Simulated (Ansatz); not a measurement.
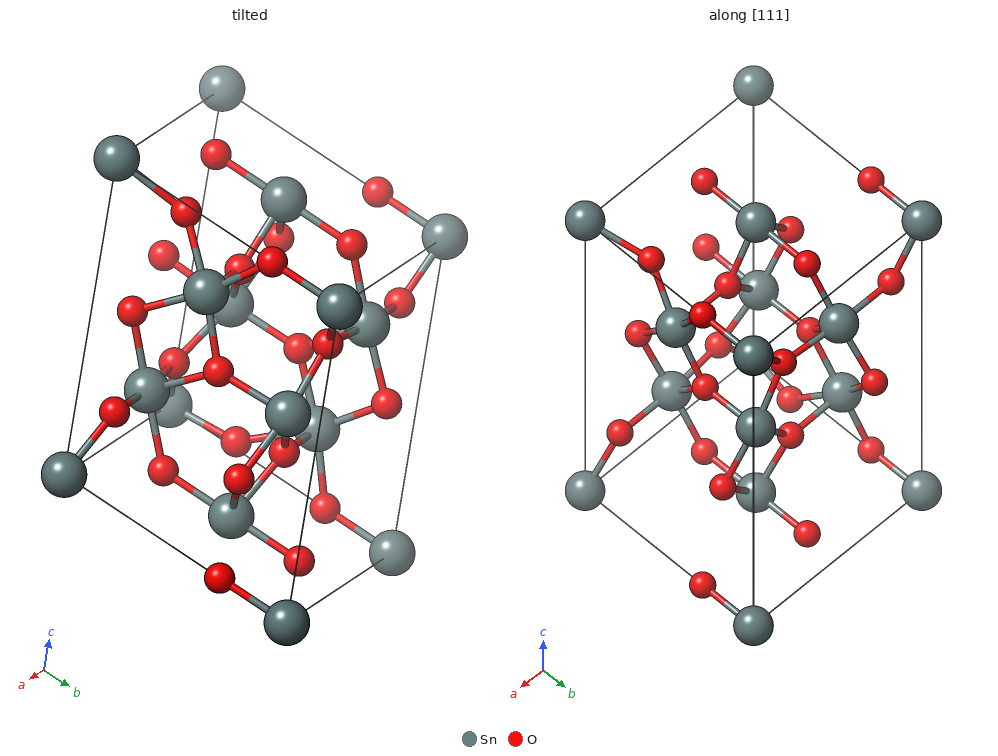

Shown here is a ball-and-stick view of the crystal, taken slightly off an axis and along [111]. The lines enclose the simulation cell; boundary atoms appear with their images.

Summary of the structure:

- The formula is Sn8O17.
- One cell contains 8 Sn, 17 O, 25 atoms in all.

The initial geometry was a structure listed in the Materials Project, repeated into a supercell with a point defect put in. The atoms were relaxed in a fixed cell with Ansatz 0.2.0, DFT PBE, scalar-relativistic, plane waves, PAW.
